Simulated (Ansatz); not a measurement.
System: AlGa₃N₄.

```
CELL_PARAMETERS angstrom
4.46534 0.00000 0.00000
0.00000 4.46534 0.00000
0.00000 0.00000 4.46534
ATOMIC_POSITIONS crystal
Al 0.00000 0.00000 0.00000
Ga 0.50000 0.50000 0.00000
Ga 0.50000 0.00000 0.48880
Ga 0.00000 0.50000 0.51120
N 0.75866 0.75205 0.24465
N 0.75205 0.24134 0.75535
N 0.24795 0.75866 0.75535
N 0.24134 0.24795 0.24465
```

Space group P-4; a structure from a database of computed crystals, not necessarily the ambient phase; not relaxed (largest force 0.5 eV/Å).

Theory: DFT r2SCAN, scalar-relativistic, plane waves, PAW in Ansatz 0.2.0.

Question: What will maps of the valence pseudo-density and electron localisation function show?

Answer: Al–N (1.89 Å): ρ at the midpoint is about 0.7 e/Å³; the ELF peaks at about 0.90 between the atoms (a polar covalent bond).
Ga–N (1.96 Å): ρ is about 0.72 e/Å³ halfway; the ELF peaks at about 0.85 in the valence shell of N, 0.7 Å from its nucleus, and is about 0.45 at the midpoint.

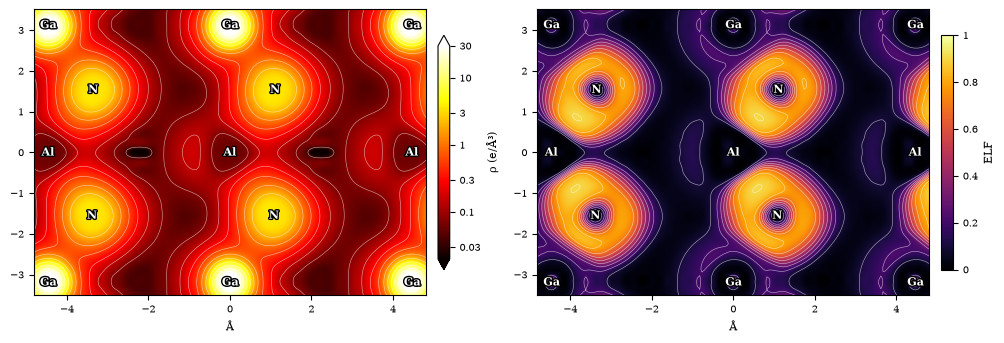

Computed valence pseudo-density and electron localisation function on the (101̄) plane of the conventional cell, in this order. 

The density is the valence pseudo-density of a PAW calculation; it isn't the true density close to the nuclei.
